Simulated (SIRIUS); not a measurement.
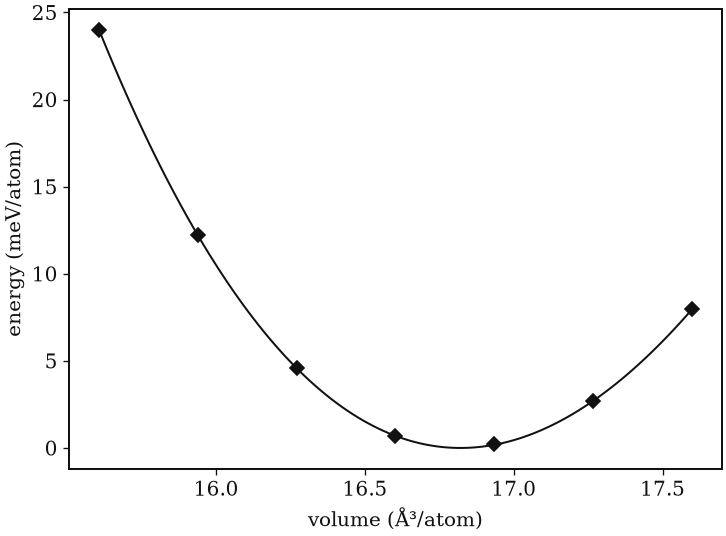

The picture above shows the energy against volume.

How it was computed, with SIRIUS 7.12.0: all-electron LAPW DFT, no spin polarisation; energies at scaled volumes of the given cell, shape and fractions fixed, counted from the fit's minimum, third-order Birch-Murnaghan fit. Level: RPBE.

Q: For which of these solids was it computed?
A. Mg, P6_3/mmc (No. 194)
B. Be, P6_3/mmc (No. 194)
C. Al, Fm-3m (No. 225)

A: C, Al: energy from 0.20 meV/atom to 24.00 meV/atom, V0 16.82 Å³/atom, B0 76.8 GPa. The others give: Mg, energy from 0.00 meV/atom to 17.67 meV/atom, V0 23.71 Å³/atom, B0 33.6 GPa; Be, energy from 0.01 meV/atom to 12.54 meV/atom, V0 8.121 Å³/atom, B0 118 GPa.

For Be, limits of the calculation: shape and atomic fractions are frozen while scaling, which makes layered, chain and framework solids too stiff.

For Mg, limits of the calculation: shape and atomic fractions are frozen while scaling, which makes layered, chain and framework solids too stiff.
